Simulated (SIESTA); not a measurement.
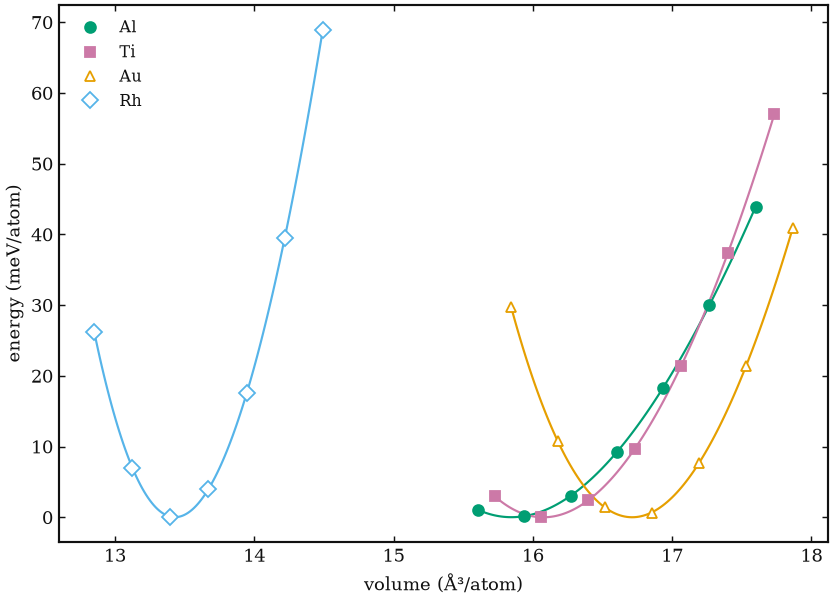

Plotted: energy against volume, with one curve for each element, for Al, Au, Rh and Ti (all in space group Fm-3m (No. 225)).

Method: DFT in numerical atomic orbitals with pseudopotentials, no spin polarisation; energies at scaled volumes of the given cell, shape and fractions fixed, counted from the fit's minimum, third-order Birch-Murnaghan fit (SIESTA 5.4.2). Level: LDA.

- occupations: Fermi–Dirac
- smearing width: 0.05 eV
- potentials: PseudoDojo 0.4 standard, converted to PSML, two zetas on semicore shells

Settings that differ: Al: k mesh 11×11×11; Ti: k mesh 11×11×11; Au: k mesh 11×11×11; Rh: k mesh 12×12×12.

Question: Order the curves by fitted equilibrium volume, smallest first.

Answer: Rh 13.431, Al 15.846, Ti 16.075, Au 16.713 Å³/atom.

Question: Order the curves by fitted bulk modulus, smallest first.

Answer: Al 89.7, Ti 122.3, Au 189.0, Rh 307.0 GPa.

Note: mulliken charges of long orbitals; short basis over semicore shells (Au); spin-orbit coupling left out, heavy elements (Au).
